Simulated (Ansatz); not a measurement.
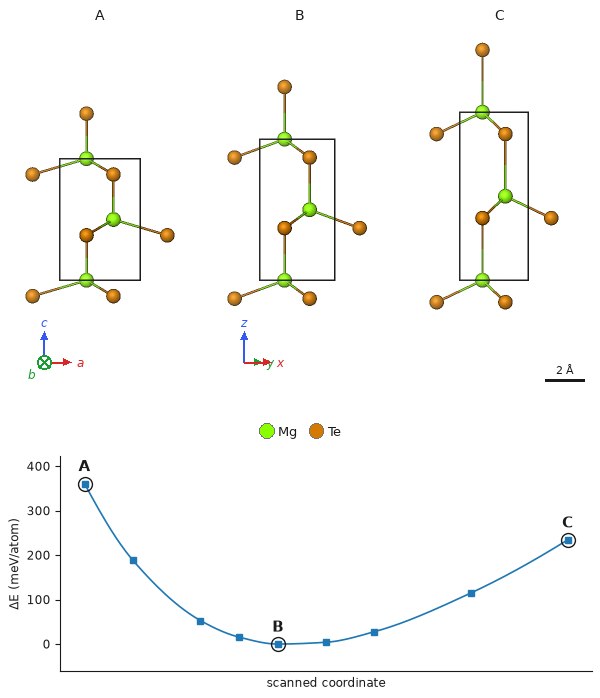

A scan of a crystal of MgTe (P6_3mc) along one coordinate. x, y and z are the Cartesian axes of the input. The picture is a ball-and-stick view of the cell of the calculation, seen along the b axis.

Computed with Ansatz, DFT PBE, scalar-relativistic, plane waves, PAW. Settings: plane-wave cutoff 420 eV; k-point mesh 6 × 6 × 4; occupations gaussian; smearing width 0.05 eV; no spin polarisation. Energies (free energies at the smearing named) are counted from the cell as listed in its source, which wasn't relaxed.

> What is being scanned?

The ratio of the cell's length along z to its lengths across, counted as 1 for the reference, is changed at fixed volume (a c/a path), with the atoms kept at their fractional coordinates. In the frames the relative ratio is 0.80 (A), 1.00 (B), 1.30 (C). Of the computed points the lowest is at the relative ratio 1.00, 0 meV/atom. At the ends of the scan the energy is 361 meV/atom (0.80) and 234 meV/atom (1.30). The unrelaxed reference is under a pressure of 1.7 GPa. The distortion keeps the space group P6_3mc. At the relative ratio 1.30 the cell of the drawing goes a 4.540 → 4.160 Å, b 4.540 → 4.160 Å, c 7.395 → 8.808 Å.
